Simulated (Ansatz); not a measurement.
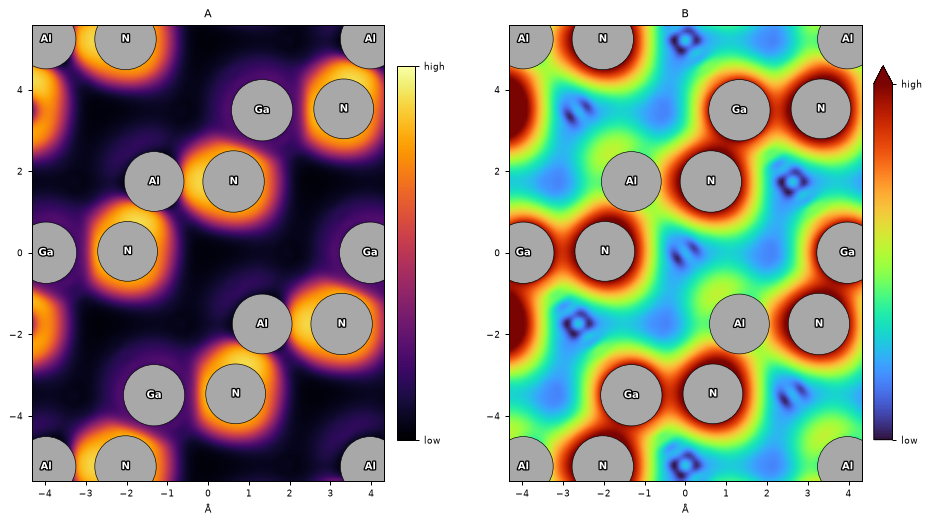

AlGa3N4: 2 fields on the (110) plane of the conventional cell, with unlabelled colour scales. Grey discs cover the atomic cores.

Space group R3m; a point of a scan over the structure, not its minimum; a structure from a database of computed crystals, not necessarily the ambient phase; changed on purpose from its base cell (equal engineering shear yz, xz and xy +0.0467, equal normal strain along x, y and z -0.0100); not relaxed (largest force 0.8 eV/Å); computed pressure about 8 GPa in this cell; PAW files of the earlier set (soft_1).

All numbers below come from DFT LDA, scalar-relativistic, plane waves, PAW in Ansatz 0.2.0.

### Which field does each panel show? The fields are: electron localisation function and valence pseudo-density.

Panel A: electron localisation function. Panel B: valence pseudo-density. From the grid: Al–N (1.83 Å): ρ at the midpoint is about 0.77 e/Å³; the ELF peaks at about 0.90 between the atoms, as expected for a shared but strongly polarised pair. Ga–N (1.88 Å): the density is about 0.84 e/Å³ at the midpoint; the ELF peaks at about 0.85 in the valence shell of N, 0.7 Å from its nucleus, and is about 0.50 at the midpoint.
